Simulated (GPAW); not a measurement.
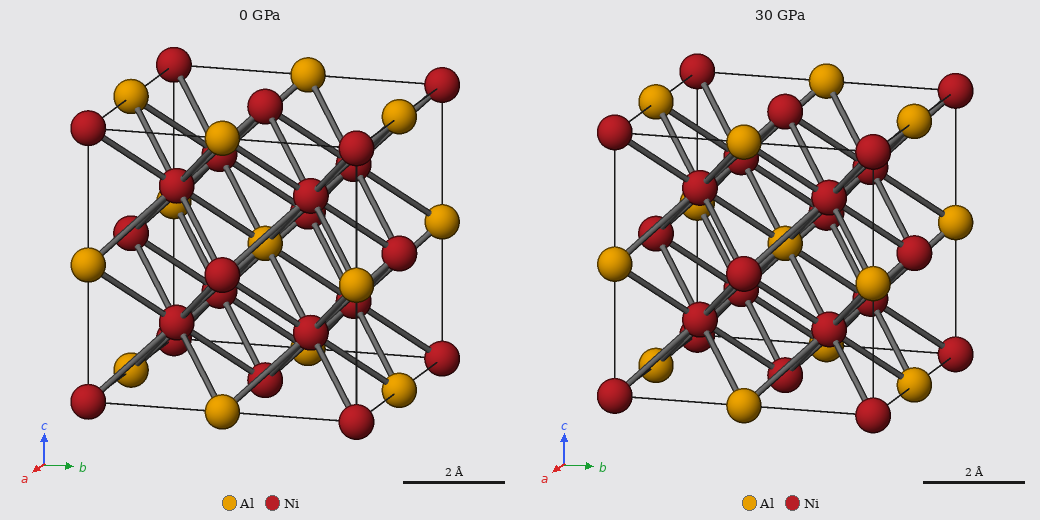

AlNi₃, D0₃ (BiF₃ or Fe₃Al type), space group Fm-3m (No. 225), relaxed (cell and atoms) under a series of hydrostatic pressures; the conventional cell is drawn at the lowest and the highest, to one scale (sticks follow a distance rule). The start was a structure listed in the Materials Project. It needn't be the stable form of this composition.

Alike in all runs: GPAW 26.7.0; functional PBEsol; potentials PAW data sets generated in the run's folder for this functional; cutoff 600 eV; k mesh 6 × 6 × 6 on the run's cell of 4 atoms; occupations fermi-dirac, width 0.05 eV; collinear spin, ferromagnetic start; no spin-orbit coupling.

| pressure (GPa) | volume (Å³/atom) | a (Å) |
| --- | --- | --- |
| 0.0 | 11.073 | 5.616 |
| 2.0 | ? | ? |
| 5.1 | 10.815 | 5.573 |
| 10.0 | 10.593 | 5.534 |
| 19.9 | 10.210 | 5.467 |
| 29.7 | 9.893 | 5.409 |

**What equation of state do the given rows imply, and what volume does it predict for the missing row?**

The fit gives V0 = 11.07 Å³/atom, B0 = 204 GPa and B0′ = 4.5, which puts the volume at 2.0 GPa at 10.97 Å³/atom. The run gave volume 10.967 Å³/atom; a 5.599 Å.

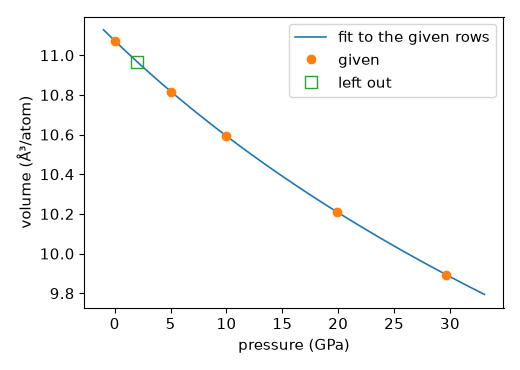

Volume against pressure, with the fit. The structure was kept in its own symmetry, so a change to another phase within this range wouldn't be seen.

Caveat: each step starts from the last one's moments, so a moment once lost doesn't come back; the stock nickel data set gives pressures a few GPa off other programs; later steps reuse the first step's grids.
